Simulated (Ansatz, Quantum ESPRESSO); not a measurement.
# Si(111), Cl on both faces: the gap along the path at a withheld member of a series

How the rows were computed: Quantum ESPRESSO 7.5, PBE, GBRV ultrasoft. All atoms relax in a periodic cell with 16 Å of vacuum in the starting cell; runs with a sawtooth field of 0 and 0.1 V/Å and a dipole correction follow on the relaxed atoms, and bands along a path. Fermi-Dirac smearing of 0.002 Ry. The slabs take the lattice constants of the bulk relaxed by the same program. The series steps the number of bilayers.

```
number of bilayers  gap along the path (eV)
        2 bilayers                    1.151
        3 bilayers                    0.964
        4 bilayers                    0.882
        5 bilayers                    0.830
        6 bilayers                    0.799
        7 bilayers                    0.777
        8 bilayers                    0.755
```

One more run was made and is withheld. What is the gap along the path at 10 bilayers?

**Fit.** The rows at 7 bilayers and 8 bilayers give a slope of (0.755 − (0.777))/(8 − (7)) = −0.022, so a straight line gives 0.711 eV. A parabola through these and the row at 6 bilayers gives 0.711 eV.

**Check.** 0.719 eV. The line misses by −0.008 and the parabola by −0.008 eV.

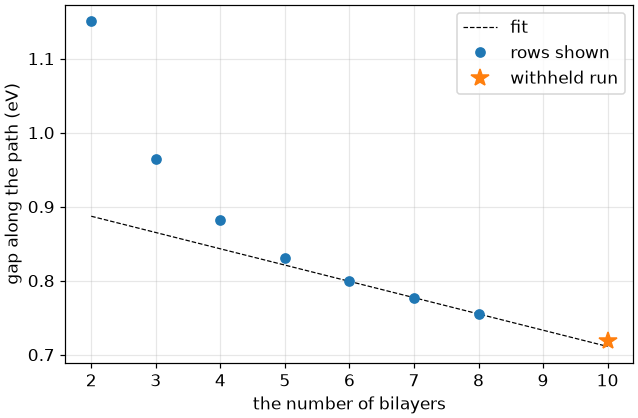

The rows shown, the fit and the withheld run.

Caveats: Semilocal gaps are too small; no spin-orbit coupling; every broken bond is capped, which crowds large atoms; the ions are held in the field.

[Logs are printed without paths, hosts, clocks, repeated set-up lines and the standing remarks that a program may print on its own settings, such as how far it seeks lower states.]
